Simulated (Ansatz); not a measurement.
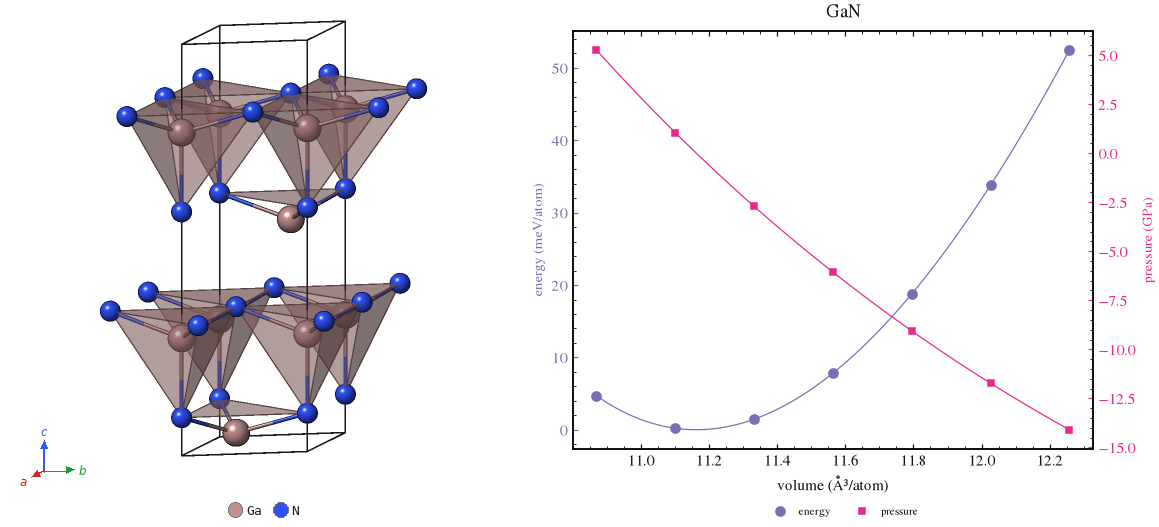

The plot gives the computed energy and pressure against volume for GaN, space group P6_3mc (No. 186). The conventional cell is drawn beside the plot.

Starting cell:
```cif
data_structure
_symmetry_space_group_name_H-M 'P 1'
_symmetry_Int_Tables_number 1
_cell_length_a 3.2115
_cell_length_b 3.2115
_cell_length_c 10.3568
_cell_angle_alpha 90.000
_cell_angle_beta 90.000
_cell_angle_gamma 120.000
_cell_volume 92.51
loop_
_atom_site_label
_atom_site_type_symbol
_atom_site_fract_x
_atom_site_fract_y
_atom_site_fract_z
_atom_site_occupancy
Ga1 Ga 0.00000 0.00000 0.78587 1
Ga2 Ga 0.66667 0.33333 0.03735 1
Ga3 Ga 0.33333 0.66667 0.53735 1
Ga4 Ga 0.00000 0.00000 0.28587 1
N1 N 0.00000 0.00000 0.09304 1
N2 N 0.66667 0.33333 0.34375 1
N3 N 0.00000 0.00000 0.59304 1
N4 N 0.33333 0.66667 0.84374 1
```

How it was computed, with Ansatz 0.2.0: plane-wave DFT, no spin polarisation; energies at scaled volumes of the given cell, shape and fractions fixed, counted from the fit's minimum, third-order Birch-Murnaghan fit. Level: PBEsol.

- k mesh: 10×10×3
- occupations: Fermi–Dirac
- smearing width: 0.05 eV
- potentials: Ansatz PAW
- wave cutoff: 420 eV
- density cutoff: 1680 eV

> Give the fitted equation-of-state parameters.

A third-order Birch–Murnaghan fit gives V0 = 11.16 Å³/atom, B0 = 186 GPa and B′ = 4.5.

> Read off the course of the pressure.

It falls from 5.26 GPa at volume 10.87 Å³/atom to −14.10 GPa at 12.26 Å³/atom, and changes sign near 11.17 Å³/atom.

Limits of the calculation: shape and atomic fractions are frozen while scaling, which makes layered, chain and framework solids too stiff.
